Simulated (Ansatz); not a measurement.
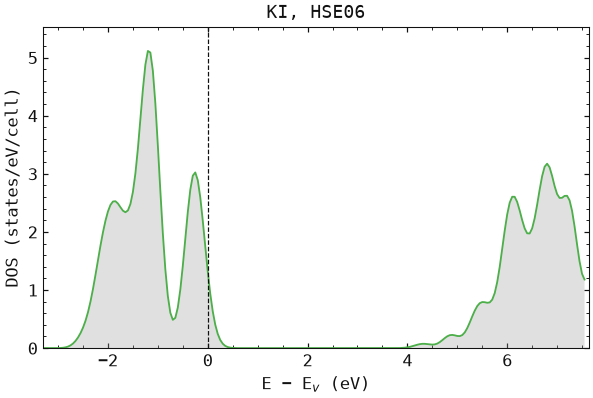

Density of states. Energies are counted from the top of the valence band. The curve is built from the levels of the k mesh with Gaussians 0.4 eV wide, which also blur the band edges.

This input was run:

```
crystal:
  lattice:
    - [4.2909401558, 0.081527863, 0.0]
    - [0.081527863, 4.2909401558, 0.0]
    - [0.0, 0.0, 4.2909401558]
  atoms:
    - { symbol: K, position: [0.0, 0.0, 0.0] }
    - { symbol: I, position: [0.5, 0.5, 0.5] }
kpoints:
  mp_grid: { grid: [4, 4, 4] }
  band_path:
    path: [[0.0, 0.0, 0.0], [0.0, 0.5, 0.0], [0.5, 0.5, 0.0], [0.5, 0.5, 0.5]]
    npoints: 1
hamiltonian:
  xc: hse06
scf:
  occupations: { method: fixed }
  n_extra_bands: 4
output:
  forces: true
  stress: true
  eigenvalues: true
  write_density: true
  write_potential: true
  elf: true
  volumetric_format: npy
```

Command:
```bash
ansatz run input.yaml --threads 4 --pin off --max-ram 3686MiB --backend cpu --events-out ev --progress --plain --runs-dir out
```

Q: Is there a gap at the Fermi level, and how wide?

A: There is a gap; over the k points computed it is 4.31 eV (indirect; the smallest direct gap is 4.67 eV).

Q: Where is the tallest peak of the filled states in the window?

A: Within the window shown, the tallest peak of the filled states lies 1.2 eV under the valence-band top, at about 5.1 states per eV and cell.

Spin-orbit coupling is left out, which matters for I.
